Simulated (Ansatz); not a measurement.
**HC₁₆ (cell with a defect): density, localisation and related maps**

The calculation's input:

```
crystal:
  lattice:
    - [0.0, 3.57, 3.57]
    - [3.57, 0.0, 3.57]
    - [3.57, 3.57, 0.0]
  atoms:
    - { symbol: C, position: [0.0, 0.0, 0.0] }
    - { symbol: C, position: [0.125, 0.125, 0.125] }
    - { symbol: C, position: [0.0, 0.0, 0.5] }
    - { symbol: C, position: [0.125, 0.125, 0.625] }
    - { symbol: C, position: [0.0, 0.5, 0.0] }
    - { symbol: C, position: [0.125, 0.625, 0.125] }
    - { symbol: C, position: [0.0, 0.5, 0.5] }
    - { symbol: C, position: [0.125, 0.625, 0.625] }
    - { symbol: C, position: [0.5, 0.0, 0.0] }
    - { symbol: C, position: [0.625, 0.125, 0.125] }
    - { symbol: C, position: [0.5, 0.0, 0.5] }
    - { symbol: C, position: [0.625, 0.125, 0.625] }
    - { symbol: C, position: [0.5, 0.5, 0.0] }
    - { symbol: C, position: [0.625, 0.625, 0.125] }
    - { symbol: C, position: [0.5, 0.5, 0.5] }
    - { symbol: C, position: [0.625, 0.625, 0.625] }
    - { symbol: H, position: [0.8201552, 0.8196138, 0.5454123], spin: 1.0 }
magnetization:
  spin_polarized: true
basis:
  ecutwfc: 420.0
kpoints:
  mp_grid: { grid: [3, 3, 3] }
hamiltonian:
  xc: pbesol
scf:
  occupations: { method: gaussian, width: 0.05 }
  lower_state_search: "off"
relax:
  f_tol: 0.03
  max_steps: 60
  adjacent_minimum: "off"
output:
  write_density: true
  write_potential: true
  elf: true
  volumetric_format: npy
```

Command:

```sh
ansatz run input.yaml --threads 2 --pin off --max-ram 5120MiB --backend cpu --events-out ev --progress --plain --runs-dir out
```

The fields are those of the run's last geometry, not of the input's.

Spin-polarised.

Method: DFT PBEsol, scalar-relativistic, plane waves, PAW (Ansatz 0.2.0).

In a PAW calculation such maps are meaningful between the atoms, not at the nuclei.

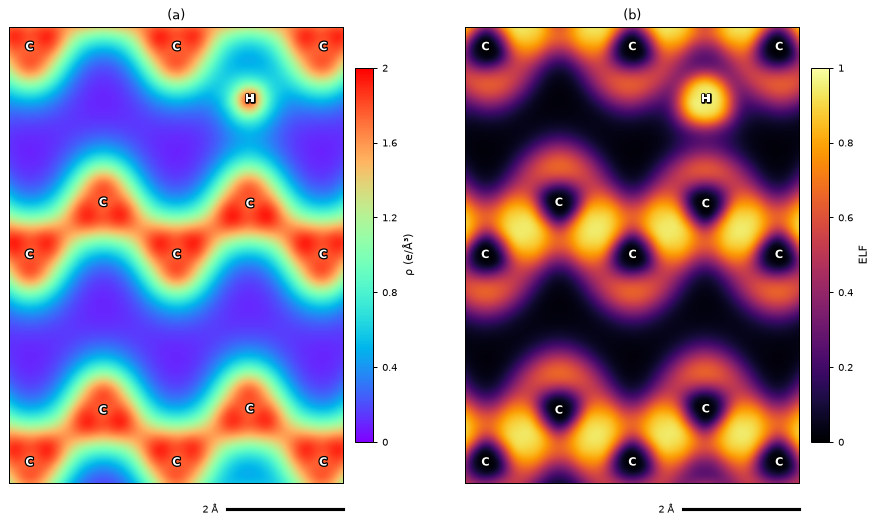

Figure 1. (a) valence charge density (pseudo); (b) ELF on the (11̄0) plane of the calculation cell.

> What does the map show?

- The section cuts through C and H sites.
- C–C (1.53 Å): ρ is about 1.7 e/Å³ halfway; the ELF peaks at about 0.95 between the atoms; a shared electron pair.
- C–H (1.54 Å): the density is about 0.75 e/Å³ at the midpoint; the ELF climbs to about 0.95 towards the hydrogen, as it does in any bond to H.
- Between the atoms the lowest density in this plane is 0.09 e/Å³.

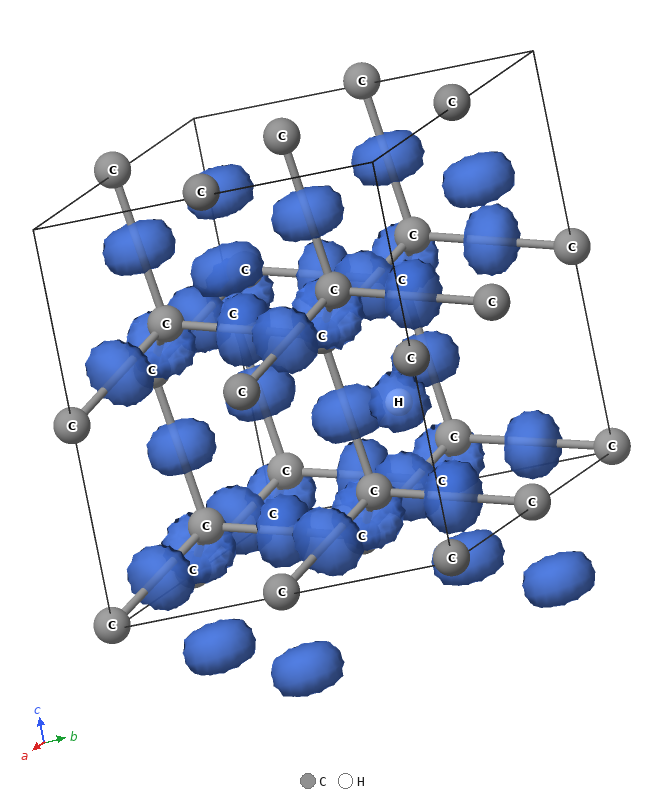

Figure 2. Isosurface of the electron localisation function at 0.85 (blue), seen slightly off an axis. Only the valence region is drawn (cores and ρ < 0.01 e/Å³ removed). Sticks mark near contacts.

> What do the ELF domains correspond to?

At this value the surface marks out 32 regions between bonded C–C atoms (shared pairs) and one region around a hydrogen nucleus, counted in one cell of 17 atoms. Regions shared between cells count once.
